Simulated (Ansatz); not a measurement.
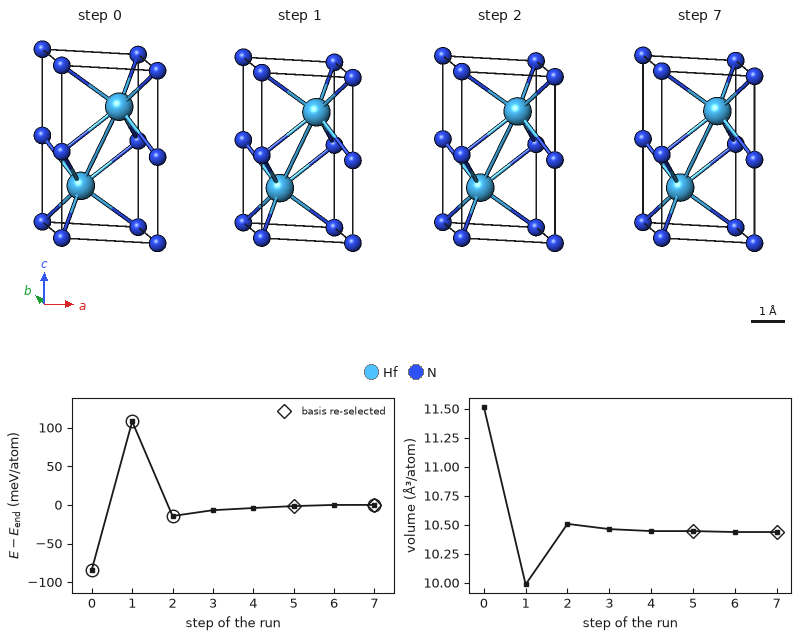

Frames of a relaxation of crystalline HfN (set up in P6_3/mmc), marked on the history of the run. The picture is a ball-and-stick view of the cell of the calculation, seen slightly off an axis.

The run lets cell and atoms move.

The calculation used Ansatz 0.2.0, Kohn-Sham DFT of a periodic cell, PBEsol, Ansatz PAW.

Input file:
```yaml
crystal:
  lattice:
    - [3.1339080219, 0.0, 0.0]
    - [-1.566954011, 2.7140439601, 0.0]
    - [0.0, 0.0, 5.41676772]
  atoms:
    - { symbol: Hf, position: [0.3333333333, 0.6666666667, 0.25] }
    - { symbol: Hf, position: [0.6666666667, 0.3333333333, 0.75] }
    - { symbol: "N", position: [0.0, 0.0, 0.5] }
    - { symbol: "N", position: [0.0, 0.0, 0.0] }
hamiltonian:
  xc: pbesol
  pseudopotentials: { kind: paw }
kpoints:
  mp_grid: { grid: [10, 10, 5] }
scf:
  occupations: { method: fermi_dirac, width: 0.05 }
output:
  forces: true
  stress: true
  eigenvalues: true
relax:
  f_tol: 0.01
  max_steps: 40
  cell: { stress_tol: 0.05, p_target: 30.0 }
```

Command:
```bash
ansatz run input.yaml --threads 2 --pin off --max-ram 5632MiB --backend cpu --events-out ev --progress --plain --runs-dir out
```

Question: What happens along the run?

Answer: The atoms keep their places relative to the cell (all moves are under 0.005 Å). The volume changes by −9.4 %, with a = b 3.134 → 3.034 Å (−3.2 %), c 5.417 → 5.238 Å (−3.3 %). Near-neighbour distances that change, for instance: Hf–Hf 3.257 → 3.151 Å, Hf–Hf 3.134 → 3.034 Å, Hf–N 2.260 → 2.187 Å. The space group stays P6_3/mmc (No. 194). Over 5 accepted moves (7 points after the start) the energy rises by 83.8 meV per atom. With the target pressure of 30 GPa, the enthalpy E + pV changes by −119 meV per atom. All forces vanish by symmetry, so only the cell relaxes. Pressure: −2.48 GPa at the start and 30.00 GPa at the end. At 2 points the geometry stayed and the basis and grid were re-selected for the new cell (energy shift of 2.5 meV per atom at most each time). From step 0 to 1: volume −13.3 %, energy +192 meV per atom. From step 1 to 2: volume +5.2 %, energy −122 meV per atom. From step 2 to 7: volume −0.7 %, energy +14.4 meV per atom.

```tsv
step	E − E(0), meV/atom	pressure, GPa	volume, Å³/atom	note
0	0.00	-2.48	11.518	
1	191.88	49.49	9.986	
2	69.44	27.69	10.508	
3	76.96	29.30	10.463	
4	79.78	29.98	10.446	
5	82.28	29.68	10.446	same geometry, new basis
6	83.77	30.00	10.438	
7	83.81	30.00	10.438	same geometry, new basis
```
